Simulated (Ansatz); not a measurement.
# SrSn$_{15}$O$_{16}$ (cell charge −1, with a compensating background) (cell with a defect): what the fields show

The calculation's input:

```
crystal:
  lattice:
    - [7.7365256449, 0.0, 5.0662400534]
    - [-7.7365256449, 0.0, 5.0662400534]
    - [0.0, -7.7365256449, -5.0662400534]
  atoms:
    - { symbol: Sr, position: [1.0033769701, 0.5033769701, 0.25], spin: 0.2 }
    - { symbol: Sn, position: [0.2379901398, 0.7379901398, 0.7501172611] }
    - { symbol: Sn, position: [0.2379901398, 0.2378728787, 0.25] }
    - { symbol: Sn, position: [0.7378728787, 0.7379901398, 0.25] }
    - { symbol: Sn, position: [0.988763644, 0.988763644, 0.75] }
    - { symbol: Sn, position: [0.488763644, 0.488763644, 0.75] }
    - { symbol: Sn, position: [0.4926791982, 0.9926791982, 0.25] }
    - { symbol: Sn, position: [0.7378728787, 0.2378728787, 0.7498827389] }
    - { symbol: Sn, position: [0.515892217, 0.7641649722, 0.5017272449] }
    - { symbol: Sn, position: [0.7593131976, 0.0117956161, 1.0024824186] }
    - { symbol: Sn, position: [0.7593131976, 0.506830779, 0.4975175814] }
    - { symbol: Sn, position: [0.2641649722, 0.015892217, 0.5017272449] }
    - { symbol: Sn, position: [0.5117956161, 0.2593131976, 1.0024824186] }
    - { symbol: Sn, position: [0.0124377273, 0.7641649722, 0.9982727551] }
    - { symbol: Sn, position: [0.006830779, 0.2593131976, 0.4975175814] }
    - { symbol: Sn, position: [0.2641649722, 0.5124377273, 0.9982727551] }
    - { symbol: O, position: [0.0016694333, 0.2392456189, 0.25], spin: 0.2 }
    - { symbol: O, position: [0.251537705, 0.4990930139, 0.7527422949] }
    - { symbol: O, position: [0.2521571363, 1.0015398774, 0.25] }
    - { symbol: O, position: [0.7392456189, 0.5016694333, 0.25], spin: 0.2 }
    - { symbol: O, position: [-0.0009069861, 0.751537705, 0.7527422949] }
    - { symbol: O, position: [0.496350719, 0.2487954101, 0.7472577051] }
    - { symbol: O, position: [0.5015398774, 0.7521571363, 0.25] }
    - { symbol: O, position: [0.7487954101, -0.003649281, 0.7472577051] }
    - { symbol: O, position: [0.251537705, 0.2487954101, 0.5024446911] }
    - { symbol: O, position: [0.496350719, 0.4990930139, 0.9975553089] }
    - { symbol: O, position: [0.5015398774, 0.0015398774, 0.4993827411] }
    - { symbol: O, position: [0.0016694333, 0.5016694333, 0.5124238143], spin: 0.2 }
    - { symbol: O, position: [0.2521571363, 0.7521571363, 1.0006172589] }
    - { symbol: O, position: [0.7392456189, 0.2392456189, 0.9875761857], spin: 0.2 }
    - { symbol: O, position: [0.7487954101, 0.751537705, 0.5024446911] }
    - { symbol: O, position: [-0.0009069861, -0.003649281, 0.9975553089] }
  host:
    lattice:
      - [3.8682628224, 0.0, 0.0]
      - [0.0, 3.8682628224, 0.0]
      - [0.0, 0.0, 5.0662400534]
    atoms:
      - { symbol: Sn, position: [0.0, 0.5, 0.2287756892] }
      - { symbol: Sn, position: [0.5, 0.0, 0.7712243108] }
      - { symbol: O, position: [0.5, 0.5, 0.0] }
      - { symbol: O, position: [0.0, 0.0, 0.0] }
total_charge: -1
basis:
  ecutwfc: 420
  xc_grid: 2
kpoints:
  mp_grid: { grid: [3, 3, 3], shift: [0.0, 0.0, 0.0] }
hamiltonian:
  xc: pbe
scf:
  occupations: { method: gaussian, width: 0.02 }
output:
  forces: true
  stress: false
  eigenvalues: true
  populations: true
  charged_corrections:
    defect_position: [0.98938784, 0.48938784, 0.25]
    epsilon: [[22.126, 0.0, 0.0], [0.0, 22.126, 0.0], [0.0, 0.0, 11.7743]]
  write_density: true
  write_potential: true
  elf: true
  volumetric_format: npy
magnetization:
  spin_polarized: true
relax:
  adjacent_minimum: "off"
  f_tol: 0.025
  max_steps: 45
```

Run with:

```sh
ansatz run input.yaml --threads 4 --pin off --max-ram 10240MiB --backend cpu --events-out ev --progress --plain --runs-dir out
```

The fields are those of the run's last geometry, not of the input's.

The program warned that a starting moment wasn't kept; spin-polarised, but the moments vanished.

These are results of DFT PBE, scalar-relativistic, plane waves, PAW (Ansatz 0.2.0), not measurements.

The density is the valence pseudo-density of a PAW calculation; it isn't the true density close to the nuclei.

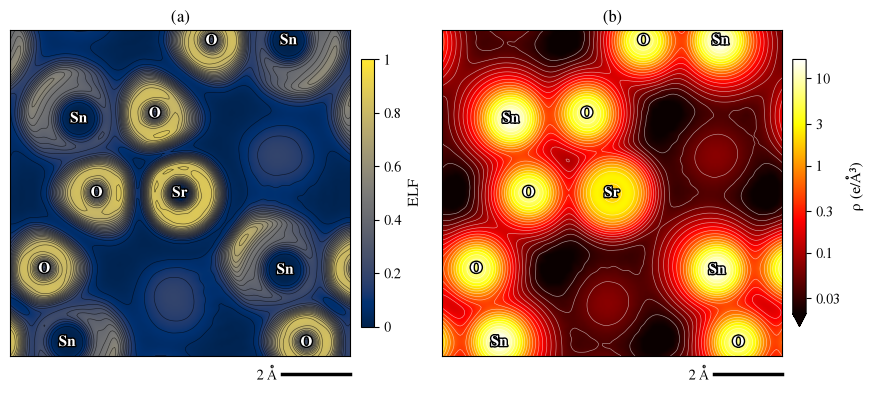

Figure 1. (a) electron localisation function; (b) valence pseudo-density on the (010) plane of the calculation cell.

### Describe what can be read from this map.

The plane passes through Sr, Sn and O nuclei.
Sn–O (2.21 Å): ρ is about 0.48 e/Å³ halfway; the ELF peaks at about 0.85 in the valence shell of O, 0.6 Å from its nucleus, and is about 0.20 at the midpoint (no shared electron pair shows on this line).
Sr–O (2.44 Å): ρ is about 0.31 e/Å³ halfway; the ELF peaks at about 0.85 in the valence shell of O, 0.7 Å from its nucleus, and drops to about 0.10 between the two atoms (no localised pair shows between them).
Sn–O (2.25 Å): ρ is about 0.45 e/Å³ halfway; the ELF peaks at about 0.85 in the valence shell of O, 0.6 Å from its nucleus, and is about 0.20 at the midpoint: no shared electron pair shows on this line.
Between the atoms the lowest density in this plane is 0.01 e/Å³.
The features right at Sr lie inside the PAW spheres, where the map follows smoothed inner orbitals and isn't to be read closely.

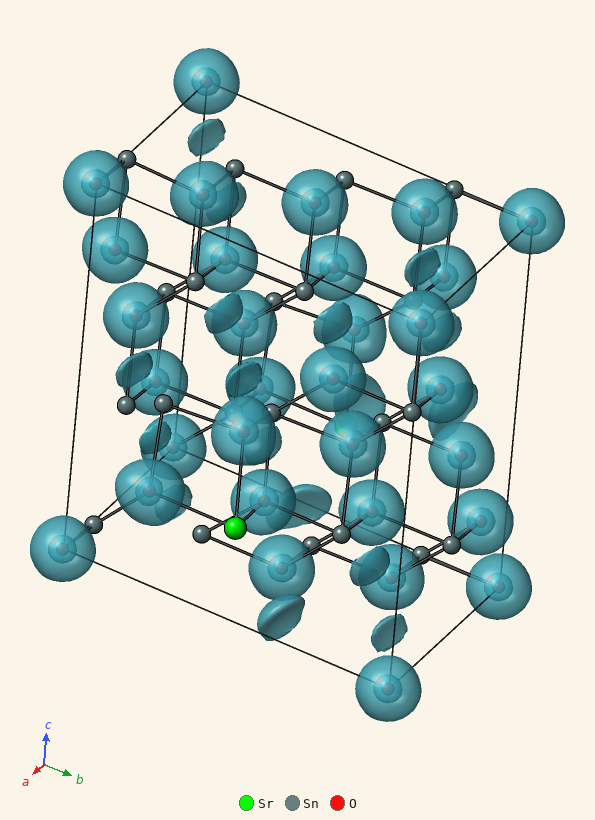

Figure 2. Isosurface of the electron localisation function at 0.7 (cyan), seen slightly off an axis. Only the valence region is drawn (cores and ρ < 0.01 e/Å³ removed). Sticks mark near contacts.

### Identify the bonds, lone pairs and shells in this picture.

At this value the surface marks out eleven lobes on Sn, pointing away from the bonds (lone pairs), 16 regions wrapped around O (the valence shell of each) and four regions wrapped around Sn (the valence shell of each), counted in one cell of 32 atoms. Regions shared between cells count once. Profiles from the grid: Sn–O (2.20 Å): the ELF peaks at about 0.80 in the valence shell of O, 0.6 Å from its nucleus, and is about 0.20 at the midpoint: no localised pair shows between them.

### Does the calculation give a band gap?

It is metallic or semimetallic at this level of theory: no gap opens.
